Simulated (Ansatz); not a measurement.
## Geometry relaxation, with input and output: TiSi₂

- system: TiSi₂ (Fddd, 6 atoms in the cell)
- method: DFT PBEsol, scalar-relativistic, plane waves, PAW, no spin polarisation (Ansatz 0.2.0)

The structure derives from an entry of the Crystallography Open Database. It belongs to a series of runs on one base structure; here: volume × 0.94, shape and atoms relaxed.

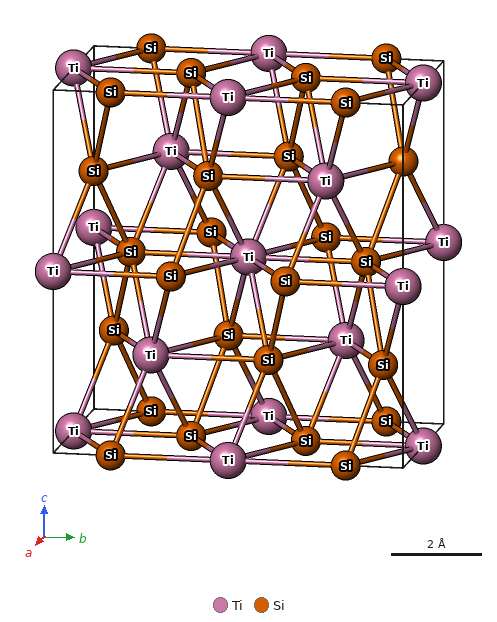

Fig. 1: The structure as given in the input (ball-and-stick view of the cell 4 times as large as that of the calculation, set on its symmetry axes, seen slightly off an axis).

## The input
```yaml
crystal:
  lattice:
    - [0.0, 4.0002705542, 4.1706932298]
    - [2.3312706549, 0.0, 4.1706932298]
    - [2.3312706549, 4.0002705542, 0.0]
  atoms:
    - { symbol: Ti, position: [0.75, 0.75, 0.75] }
    - { symbol: Ti, position: [0.5, 0.5, 0.5] }
    - { symbol: Si, position: [0.0860378998, 0.4139621002, 0.0860378998] }
    - { symbol: Si, position: [0.4139621002, 0.0860378998, 0.4139621002] }
    - { symbol: Si, position: [0.1639621002, 0.8360378998, 0.1639621002] }
    - { symbol: Si, position: [0.8360378998, 0.1639621002, 0.8360378998] }
basis:
  ecutwfc: 420
kpoints:
  mp_grid: { grid: [10, 10, 10] }
hamiltonian:
  xc: pbesol
scf:
  occupations: { method: gaussian, width: 0.1 }
output:
  forces: true
  stress: true
  eigenvalues: true
relax:
  adjacent_minimum: "off"
  f_tol: 0.01
  max_steps: 30
  cell: { stress_tol: 0.1, fix: [volume] }
```

Hardware: 1 thread of Intel Xeon @ 2.50GHz (Skylake/Cascade Lake), 192 GiB of memory available, shared host.

Launched with:
```bash
ansatz run input.yaml --threads 1 --pin off --max-ram 2560MiB --backend cpu --events-out ev --progress --plain --runs-dir out
```

## What the program printed
```
Engine: ansatz 0.2.0, x86_64-unknown-linux-gnu
Pseudopotentials: kind: paw
Pseudopotential: Ti, paw, valence charge 12, recommended cutoff 420 eV (normal), Ti.paw.azcp
Pseudopotential: Si, paw, valence charge 4, recommended cutoff 420 eV (normal), Si.paw.azcp
Functional definition: PBEsol
  exchange = pbesol_x
  correlation = pbesol_c
Crystal: 6 atoms, lattice volume = 77.789 Å³
Basis set: ecut = 420 eV, 1519 PW (Γ), exchange–correlation on 80×64×64 points (8 copies of the dense FFT grid, shifted against one another)
Bands: 26, of which v1, the nominal top of the filled ones, is band 20 counted from 1 (19 counted from 0)
Symmetry: 8 space group operations
Space group: Fddd (ITA 70), of the structure as read, at distance tolerance 4.3e-5 Å
k-points: 171 of 1000
Non-local potential: Ti, projectors of the file, l = 0: 3, l = 1: 2, l = 2: 3, l = 3: 1
Non-local potential: Si, projectors of the file, l = 0: 2, l = 1: 2, l = 2: 2
PAW form: soft (Blöchl's): semilocal exchange-correlation on the pseudo side does not see the compensation charge
PAW frozen core: Ti, regenerated for the run's functional, and the local potential with it (the file was generated under x = pbe(κ = 0.804, μ = 0.2195149727645171), c = pbe(β = 0.06672455060314922))
PAW frozen core: Si, regenerated for the run's functional, and the local potential with it (the file was generated under x = pbe(κ = 0.804, μ = 0.2195149727645171), c = pbe(β = 0.06672455060314922))
PAW one-centre angular grid: Ti, 590 points (default); XC on 64 Gauss nodes
PAW one-centre angular grid: Si, 110 points (default); XC on 64 Gauss nodes
Initial density: superposition of atomic densities (neutral atoms: chi_scale 0, normalization atom), corrected by the library's trained network
Initial wavefunctions: pseudopotential atomic-orbital guess
Functional: x = pbesol(κ = 0.804, μ = 0.12345679012345678), c = pbesol(β = 0.046)
SCF iter   1: F=—  HF=-7437.645285 eV  |F-HF|=—  |Δ(HF+E_count)|=         —  Δρ=4.63e-3  dr2=2.46e-2  ethr=1.77e-3  ⟨swp⟩=6.1  Hψ=22340  notcnv=0
preconditioner: auto → Kerker (q_TF=auto, 2.442 Å⁻¹)  [metal: Δε(μ)=0.012 eV  Ē_g=6.745 eV  σ=0.100 eV  W_gap=0.06  n_scr=16 (ndim 8)  ℏωp=20.6 eV  f_vac=0.000  D(μ)=2.02/eV (n_scr^D=12)]
SCF iter   2: F=—  HF=-7437.640978 eV  |F-HF|=—  |Δ(HF+E_count)|=   4.31e-3  Δρ=2.74e-3  dr2=8.38e-3  ethr=6.16e-5  ⟨swp⟩=1.0  Hψ=5814  notcnv=0  defer=4
SCF iter   3: F=—  HF=-7437.638829 eV  |F-HF|=—  |Δ(HF+E_count)|=   2.15e-3  Δρ=2.39e-4  dr2=4.88e-5  ethr=2.09e-5  ⟨swp⟩=2.0  Hψ=6122  notcnv=0  defer=4
SCF iter   4: F=—  HF=-7437.638819 eV  |F-HF|=—  |Δ(HF+E_count)|=   9.90e-6  Δρ=9.76e-5  dr2=7.58e-6  ethr=1.22e-7  ⟨swp⟩=2.6  Hψ=7442  notcnv=0  defer=4
SCF iter   5: F=—  HF=-7437.638818 eV  |F-HF|=—  |Δ(HF+E_count)|=   1.58e-6  Δρ=2.22e-5  dr2=2.48e-7  ethr=1.89e-8  ⟨swp⟩=2.9  Hψ=7602  notcnv=0  defer=4
SCF iter   6: F=-7437.638818 eV  HF=-7437.638818 eV  |F-HF|=1.12e-8  |Δ(HF+E_count)|=   2.75e-8  Δρ=4.25e-6  dr2=1.49e-8  ethr=2.50e-10  ⟨swp⟩=8.5  Hψ=18635  notcnv=0
SCF 1 converged in 6 iterations: F = -7437.638818 eV  dr2 = 1.49e-8
  greatest PAW one-centre occupation: 0.999 electrons in one spin orbital (limit 2), on the Ti atom at site 1 (counted from 0), in its partial waves of l = 0
relax step   1: F+E_penalty+E_count = -7437.63881752 eV  Δ(F+E_penalty+E_count) = +0.000e0 eV  max|allowed force component| = 1.494e-2 eV/Å  Δτ_max = 0.0000 Å  P = +10.779 GPa  Ω = 77.789 Å³  fix = [volume]  reactions: volume +10.779 GPa  (6 SCF iters, dr2 threshold 1.00e-7 eV, accepted)
Initial density: handed on by an earlier stage of this run
Initial wavefunctions: those handed on with the density
iter 1 solved again at ethr=4.62e-7 eV; its pass at ethr=3.10e-3 eV (dr2=1.85e-4 eV) is discarded
SCF iter   1: F=—  HF=-7437.639746 eV  |F-HF|=—  |Δ(HF+E_count)|=         —  Δρ=5.57e-4  dr2=2.26e-4  ethr=4.62e-7  ⟨swp⟩=2.0  Hψ=22361  notcnv=0
preconditioner: auto → Kerker (q_TF=auto, 2.442 Å⁻¹)  [metal: Δε(μ)=0.036 eV  Ē_g=6.753 eV  σ=0.100 eV  W_gap=0.20  n_scr=16 (ndim 8)  ℏωp=20.6 eV  f_vac=0.000  D(μ)=2.08/eV (n_scr^D=16)]
SCF iter   2: F=—  HF=-7437.639689 eV  |F-HF|=—  |Δ(HF+E_count)|=   5.69e-5  Δρ=3.03e-4  dr2=7.21e-5  ethr=4.62e-7  ⟨swp⟩=1.0  Hψ=4446  notcnv=0
SCF iter   3: F=—  HF=-7437.639661 eV  |F-HF|=—  |Δ(HF+E_count)|=   2.78e-5  Δρ=3.87e-5  dr2=1.08e-6  ethr=1.80e-7  ⟨swp⟩=2.4  Hψ=7059  notcnv=0
iter 4 did not close the SCF: its close was put off for the readings that it lacked (scf_convergence_deferred on its scf_iter line)
SCF iter   4: F=-7437.639661 eV  HF=-7437.639661 eV  |F-HF|=2.68e-8  |Δ(HF+E_count)|=   3.11e-7  Δρ=8.05e-6  dr2=3.66e-8  ethr=2.71e-9  ⟨swp⟩=2.5  Hψ=6897  notcnv=0
iter 5 did not close the SCF: its close was put off for the readings that it lacked (scf_convergence_deferred on its scf_iter line)
SCF iter   5: F=-7437.639661 eV  HF=-7437.639661 eV  |F-HF|=2.36e-10  |Δ(HF+E_count)|=   5.50e-9  Δρ=2.27e-6  dr2=1.82e-9  ethr=9.16e-11  ⟨swp⟩=2.1  Hψ=7277  notcnv=0
SCF iter   6: F=-7437.639661 eV  HF=-7437.639661 eV  |F-HF|=2.55e-11  |Δ(HF+E_count)|=  5.09e-11  Δρ=2.95e-7  dr2=5.16e-11  ethr=4.55e-12  ⟨swp⟩=1.0  Hψ=12800  notcnv=0
SCF 2 converged in 6 iterations: F = -7437.639661 eV  dr2 = 5.16e-11
relax step   2: F+E_penalty+E_count = -7437.63966057 eV  Δ(F+E_penalty+E_count) = -8.431e-4 eV  max|allowed force component| = 1.390e-3 eV/Å  Δτ_max = 0.0010 Å  P = +10.650 GPa  Ω = 77.789 Å³  energy of the carried Pulay correction = +5.143e-18 eV  fix = [volume]  reactions: volume +10.650 GPa  (6 SCF iters, dr2 threshold 6.00e-7 eV, accepted)
iter 1 solved again at ethr=9.96e-9 eV; its pass at ethr=3.10e-3 eV (dr2=3.99e-6 eV) is discarded
SCF iter   1: F=—  HF=-7437.639690 eV  |F-HF|=—  |Δ(HF+E_count)|=         —  Δρ=8.05e-5  dr2=4.91e-6  ethr=9.96e-9  ⟨swp⟩=2.0  Hψ=21859  notcnv=0
preconditioner: auto → Kerker (q_TF=auto, 2.442 Å⁻¹)  [metal: Δε(μ)=0.032 eV  Ē_g=6.755 eV  σ=0.100 eV  W_gap=0.18  n_scr=16 (ndim 8)  ℏωp=20.6 eV  f_vac=0.000  D(μ)=2.08/eV (n_scr^D=16)]
SCF iter   2: F=—  HF=-7437.639693 eV  |F-HF|=—  |Δ(HF+E_count)|=   2.99e-6  Δρ=4.43e-5  dr2=1.61e-6  ethr=9.96e-9  ⟨swp⟩=1.0  Hψ=4447  notcnv=0
iter 3 did not close the SCF: its close was put off for the readings that it lacked (scf_convergence_deferred on its scf_iter line)
SCF iter   3: F=-7437.639692 eV  HF=-7437.639692 eV  |F-HF|=7.54e-9  |Δ(HF+E_count)|=   6.07e-7  Δρ=5.30e-6  dr2=1.93e-8  ethr=4.03e-9  ⟨swp⟩=2.6  Hψ=6804  notcnv=0
iter 4 did not close the SCF: its close was put off for the readings that it lacked (scf_convergence_deferred on its scf_iter line)
SCF iter   4: F=-7437.639692 eV  HF=-7437.639692 eV  |F-HF|=1.86e-10  |Δ(HF+E_count)|=   5.63e-9  Δρ=9.27e-7  dr2=4.04e-10  ethr=4.83e-11  ⟨swp⟩=2.2  Hψ=6383  notcnv=0
iter 5 did not close the SCF: its close was put off for the readings that it lacked (scf_convergence_deferred on its scf_iter line)
SCF iter   5: F=-7437.639692 eV  HF=-7437.639692 eV  |F-HF|=4.00e-11  |Δ(HF+E_count)|=  1.00e-11  Δρ=2.83e-7  dr2=4.84e-11  ethr=1.01e-12  ⟨swp⟩=2.0  Hψ=7389  notcnv=0
SCF iter   6: F=-7437.639692 eV  HF=-7437.639692 eV  |F-HF|=1.82e-12  |Δ(HF+E_count)|=  9.09e-12  Δρ=3.41e-8  dr2=7.29e-13  ethr=1.00e-12  ⟨swp⟩=1.0  Hψ=9576  notcnv=0
SCF 3 converged in 6 iterations: F = -7437.639692 eV  dr2 = 7.29e-13
relax step   3: F+E_penalty+E_count = -7437.63969228 eV  Δ(F+E_penalty+E_count) = -3.171e-5 eV  max|allowed force component| = 1.040e-3 eV/Å  Δτ_max = 0.0001 Å  P = +10.665 GPa  Ω = 77.789 Å³  fix = [volume]  reactions: volume +10.665 GPa  (6 SCF iters, dr2 threshold 8.98e-8 eV, accepted)
Initial wavefunctions: pseudopotential atomic-orbital guess (no wavefunctions were taken with the density)
iter 1 solved again at ethr=6.09e-8 eV; its pass at ethr=3.10e-3 eV (dr2=2.43e-5 eV) is discarded
SCF iter   1: F=—  HF=-7437.639684 eV  |F-HF|=—  |Δ(HF+E_count)|=         —  Δρ=2.01e-6  dr2=2.64e-10  ethr=6.09e-8  ⟨swp⟩=3.0  Hψ=32676  notcnv=0
eigensolver tolerance schedule: the retry pair's looser diagonalisation over-reported the residual by 92198.39 of it (diagonalisation noise at an unbounded share of the residual, at the tolerance the schedule requests for it); recorded, not acted on — ethr = c·dr2/N_el stays at c = 1.0e-1
SCF iter   2: F=—  HF=-7437.639688 eV  |F-HF|=—  |Δ(HF+E_count)|=   3.58e-6  Δρ=1.04e-6  dr2=7.13e-11  ethr=1.00e-12  ⟨swp⟩=3.0  Hψ=9644  notcnv=0
iter 3 did not close the SCF: its close was put off for the readings that it lacked (scf_convergence_deferred on its scf_iter line)
SCF iter   3: F=-7437.639688 eV  HF=-7437.639688 eV  |F-HF|=2.73e-12  |Δ(HF+E_count)|=  2.65e-10  Δρ=1.24e-7  dr2=1.97e-12  ethr=1.00e-12  ⟨swp⟩=1.0  Hψ=4446  notcnv=0
iter 4 did not close the SCF: its close was put off for the readings that it lacked (scf_convergence_deferred on its scf_iter line)
SCF iter   4: F=-7437.639688 eV  HF=-7437.639688 eV  |F-HF|=1.82e-12  |Δ(HF+E_count)|=  4.55e-12  Δρ=2.54e-8  dr2=3.60e-13  ethr=1.00e-12  ⟨swp⟩=1.0  Hψ=4446  notcnv=0
iter 5 did not close the SCF: its close was put off for the readings that it lacked (scf_convergence_deferred on its scf_iter line)
SCF iter   5: F=-7437.639688 eV  HF=-7437.639688 eV  |F-HF|=9.09e-13  |Δ(HF+E_count)|=  4.55e-12  Δρ=1.43e-8  dr2=8.98e-14  ethr=1.00e-12  ⟨swp⟩=1.0  Hψ=4446  notcnv=0
iter 6 did not close the SCF: its close was put off for the readings that it lacked (scf_convergence_deferred on its scf_iter line)
SCF iter   6: F=-7437.639688 eV  HF=-7437.639688 eV  |F-HF|=9.09e-13  |Δ(HF+E_count)|=  1.82e-12  Δρ=3.65e-9  dr2=7.90e-15  ethr=1.00e-12  ⟨swp⟩=1.0  Hψ=4446  notcnv=0
SCF iter   7: F=-7437.639688 eV  HF=-7437.639688 eV  |F-HF|=0.00e0  |Δ(HF+E_count)|=  9.09e-13  Δρ=1.07e-9  dr2=5.13e-16  ethr=1.00e-12  ⟨swp⟩=1.1  Hψ=9693  notcnv=0
SCF 4 converged in 7 iterations: F = -7437.639688 eV  dr2 = 5.13e-16
relax step   4: F+E_penalty+E_count = -7437.63968792 eV  Δ(F+E_penalty+E_count) = +4.364e-6 eV  max|allowed force component| = 1.035e-3 eV/Å  Δτ_max = 0.0000 Å  P = +10.664 GPa  Ω = 77.789 Å³  fix = [volume]  reactions: volume +10.664 GPa  stress off target by 2.55e-2 GPa on what of the cell is left free  SCF on the basis re-selected at this cell (its energy is not comparable with the rows above)  (7 SCF iters)
```

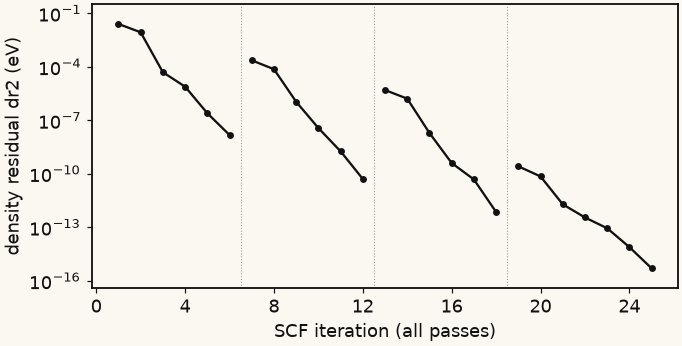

Fig. 2: Convergence of the self-consistent field: density residual dr2 against the SCF iteration. The dotted lines part the SCF passes of the relaxation: geometry steps, rejected trials and re-solves on a re-selected basis. The passes take 6, 6, 6 and 7 iterations.

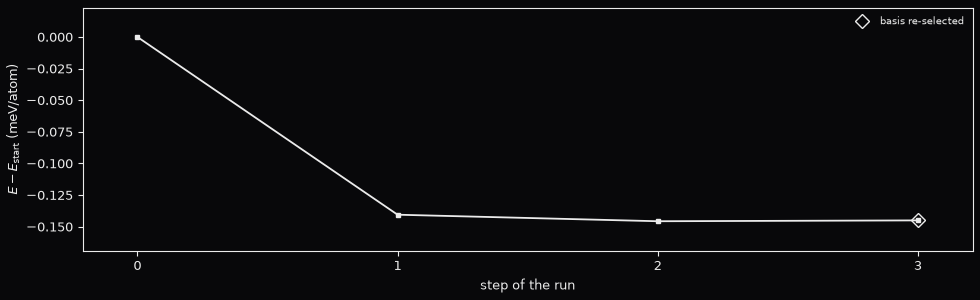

Fig. 3: Progress of the relaxation, step by step (the first geometry is step 0 here and step 1 in the log). The atoms keep their places relative to the cell (all moves are under 0.005 Å). Among the contacts that change: Ti1–Si3 2.688 → 2.683 Å. The space group stays Fddd (No. 70). Over 2 geometry steps the energy falls by 0.1 meV per atom. Largest force component: 0.015 eV/Å at the start, 0.001 eV/Å at the end. The pressure goes from 10.78 to 10.66 GPa. A last SCF at the same geometry on a re-selected plane-wave basis shifts the energy by +0.0 meV per atom. (Atoms are counted from 1 in the order of the input.)

```
basis re-selected at this cell: Δ(F+E_penalty+E_count) = +4.364e-6 eV, ΔP = -0.000 GPa vs the last step (what re-selecting the basis moved, of the pressure what is left beyond the Pulay correction that the steps carried, after the strain that the cell walked since its last selection, with what the two solves' SCF thresholds leave and, on support functions, any second-order correction that the steps lacked; it is no measure of the basis error at this ecutwfc). This SCF's stress stands 2.55e-2 GPa from its target on what of the cell is left free (relax.cell.stress_tol is 1.00e-1 GPa) and its largest allowed force component is 1.03e-3 eV/Å (relax.f_tol is 1.00e-2 eV/Å): within both
SCF converged after 7 iterations
Free energy (F): -7437.639688 eV
Harris-Foulkes:  -7437.639688 eV  (|F-HF|=0.00e0)
Internal energy: -7437.629298 eV  (E = F + TS)
E sigma→0 (E₀):  -7437.634493 eV
Entropy (-TS):   -0.010390 eV (-1.732 meV/atom)
Fermi energy:    13.676767 eV
--- Per-component energies (eV) ---
  E_band       = -168.793223
  E_kinetic    = 731.350613
  E_local      = -1945.944739  (includes V_loc(G=0)·N_el)
  E_nonlocal   = 121.563592
  E_hartree    = 862.275600
  E_xc         = -425.141128
  E_vxc        = -447.434234  (∫ρ·V_xc dr)
  E_paw        = -4041.886872  (= ΣΔE_a)
  E_vpaw       = -352.879909  (= ΣTr[D̂ρ^β])
  E_aug_tail   = 0.000255  (compensation charges beyond the density's cutoff)
  E_ewald      = -2740.251630
  E_core_change = 0.405011  (= ΣΔE_core)
  E_smearing   = -0.010390  (= −TS)
  E_closure    = -0.000000  (closes the sum)
  Σ components = -7437.639688   (vs F -7437.639688, Δ=0.00e0)
--- Forces (eV/Å), atoms counted from 1 ---
  atom   1  Ti    -0.00000000     0.00000000    -0.00000000
  atom   2  Ti     0.00000000     0.00000000     0.00000000
  atom   3  Si     0.00000000    -0.00103499    -0.00000000
  atom   4  Si    -0.00000000     0.00103499    -0.00000000
  atom   5  Si    -0.00000000     0.00103499     0.00000000
  atom   6  Si     0.00000000    -0.00103499     0.00000000
  max |Σ_I F_I| component: 0.00e0 eV/Å
--- Stress (GPa, compression-positive) ---
       10.689940       0.000000      -0.000000
        0.000000      10.653539       0.000000
       -0.000000       0.000000      10.649730
  P = ⅓ Tr σ = 10.6644 GPa (106.644 kbar)
--- Band table (eV; the first three rows and the last of 171) ---
  k-point 0: bands = ["-42.0513", "-42.0096", "-18.6185", "-18.5716", "-18.4899", "-18.4706", "-18.4453", "-18.4208", "0.6183", "6.7215", "7.9599", "8.0993", "8.3755", "9.6506", "10.0056", "11.0343", "11.2412", "11.6884", "11.9163", "12.2877", "12.6671", "15.9226", "17.1154", "17.3192", "17.5453", "17.5904"]
  k-point 1: bands = ["-42.0505", "-42.0104", "-18.6176", "-18.5718", "-18.4931", "-18.4706", "-18.4446", "-18.4213", "0.7319", "6.5793", "7.3761", "7.9718", "8.7416", "9.8380", "10.0684", "10.9854", "11.2570", "11.6120", "12.2542", "12.3059", "12.6497", "15.8028", "17.0962", "17.1859", "17.3882", "17.5601"]
  k-point 2: bands = ["-42.0483", "-42.0125", "-18.6159", "-18.5719", "-18.5025", "-18.4700", "-18.4434", "-18.4217", "1.0655", "6.2182", "6.5012", "7.9382", "8.7537", "9.7288", "10.6101", "10.6610", "11.7133", "11.8420", "12.4417", "12.4853", "12.9287", "15.4698", "16.7721", "16.8528", "17.0502", "17.1416"]
  k-point 170: bands = ["-42.0302", "-42.0302", "-18.5473", "-18.5473", "-18.5391", "-18.5391", "-18.4301", "-18.4301", "2.6422", "2.6422", "8.4353", "8.4353", "8.9032", "8.9032", "10.5510", "10.5510", "12.1229", "12.1229", "12.5896", "12.5896", "14.4382", "14.4382", "17.2281", "17.2281", "17.4896", "17.4896"]
--- Relaxed structure (3 steps of the walk, 3 accepted, 1 SCFs on fresh bases) ---
  F+E_penalty+E_count = -7437.63968792 eV   max|allowed force component| = 1.035e-3 eV/Å   (the final SCF, on the basis selected at the relaxed cell)
  cell:  # Å, volume = 77.7894 Å³
    - [0.0, 3.9930040128094, 4.1795473889576815]
    - [2.3305654775378057, 0.0, 4.1795473889576815]
    - [2.3305654775378057, 3.9930040128094, 0.0]
  atoms:
    - { symbol: Ti, position: [0.7499999999999999, 0.7499999999999999, 0.7499999999999999] }
    - { symbol: Ti, position: [0.5, 0.5, 0.4999999999999999] }
    - { symbol: Si, position: [0.08590106663463651, 0.4140989333653635, 0.08590106663463648] }
    - { symbol: Si, position: [0.4140989333653635, 0.08590106663463651, 0.4140989333653634] }
    - { symbol: Si, position: [0.16409893336536352, 0.8359010666346365, 0.1640989333653634] }
    - { symbol: Si, position: [0.8359010666346363, 0.1640989333653637, 0.8359010666346363] }
```

## Trajectory as extended XYZ (Å, eV, eV/Å), 4 frames, from step=1 to step=4
```
6
Lattice="0.0000 4.0003 4.1707 2.3313 0.0000 4.1707 2.3313 4.0003 0.0000" Properties=species:S:1:pos:R:3:forces:R:3 step=1 energy=-7437.63882 pressure_GPa=10.78
Ti    3.4969    6.0004    6.2560    0.0000   0.0000   0.0000
Ti    2.3313    4.0003    4.1707    0.0000   0.0000   0.0000
Si    1.1656    0.6884    2.0853    0.0000  -0.0149   0.0000
Si    1.1656    3.3119    2.0853    0.0000   0.0149   0.0000
Si    2.3313    1.3118    4.1707    0.0000   0.0149   0.0000
Si    2.3313    6.6888    4.1707    0.0000  -0.0149   0.0000
6
Lattice="0.0000 3.9910 4.1801 2.3314 0.0000 4.1801 2.3314 3.9910 0.0000" Properties=species:S:1:pos:R:3:forces:R:3 step=2 energy=-7437.63966 pressure_GPa=10.65
Ti    3.4971    5.9865    6.2702    0.0000   0.0000   0.0000
Ti    2.3314    3.9910    4.1801    0.0000   0.0000   0.0000
Si    1.1657    0.6857    2.0901    0.0000  -0.0014   0.0000
Si    1.1657    3.3053    2.0901    0.0000   0.0014   0.0000
Si    2.3314    1.3098    4.1801    0.0000   0.0014   0.0000
Si    2.3314    6.6723    4.1801    0.0000  -0.0014   0.0000
6
Lattice="0.0000 3.9930 4.1795 2.3306 0.0000 4.1795 2.3306 3.9930 0.0000" Properties=species:S:1:pos:R:3:forces:R:3 step=3 energy=-7437.63969 pressure_GPa=10.66
Ti    3.4958    5.9895    6.2693    0.0000   0.0000   0.0000
Ti    2.3306    3.9930    4.1795    0.0000   0.0000   0.0000
Si    1.1653    0.6860    2.0898    0.0000  -0.0010   0.0000
Si    1.1653    3.3070    2.0898    0.0000   0.0010   0.0000
Si    2.3306    1.3105    4.1795    0.0000   0.0010   0.0000
Si    2.3306    6.6755    4.1795    0.0000  -0.0010   0.0000
6
Lattice="0.0000 3.9930 4.1795 2.3306 0.0000 4.1795 2.3306 3.9930 0.0000" Properties=species:S:1:pos:R:3:forces:R:3 step=4 energy=-7437.63969 pressure_GPa=10.66
Ti    3.4958    5.9895    6.2693    0.0000   0.0000   0.0000
Ti    2.3306    3.9930    4.1795    0.0000   0.0000   0.0000
Si    1.1653    0.6860    2.0898    0.0000  -0.0010   0.0000
Si    1.1653    3.3070    2.0898    0.0000   0.0010   0.0000
Si    2.3306    1.3105    4.1795    0.0000   0.0010   0.0000
Si    2.3306    6.6755    4.1795    0.0000  -0.0010   0.0000
```

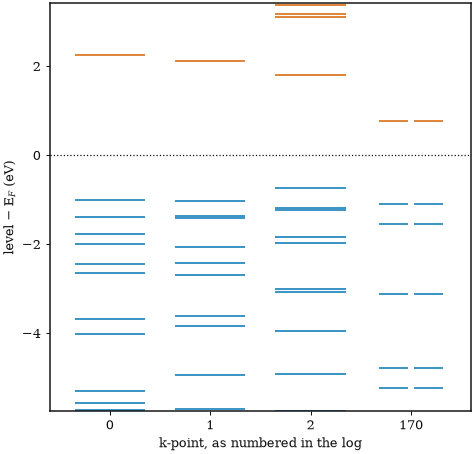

Fig. 4: Kohn–Sham levels near the Fermi level (dotted) at the few k-points that the log prints; levels within 0.02 eV of each other stand side by side. The system is metallic on the full mesh.

## Results in brief

| quantity | value |
| --- | --- |
| outcome | converged |
| space group (tolerance 0.01 Å) | Fddd (70) |
| electrons treated | 40 |
| free energy | −7437.6397 eV |
| Fermi energy | 13.677 eV |
| gap on the k-point mesh | none (metallic) |
| pressure | 10.66 GPa |
| final volume | 77.79 Å³ |
| largest force (length of the vector) at the end | 0.001 eV/Å |
| final cell | a = 5.780 Å, b = 4.785 Å, c = 4.623 Å, α = 75.79°, β = 53.37°, γ = 50.84° |
| wall time | 1.9 min |
| peak memory | 0.64 GiB |

## Remarks

The cell is under a pressure of 10.7 GPa at this level, so it is not at its equilibrium volume.
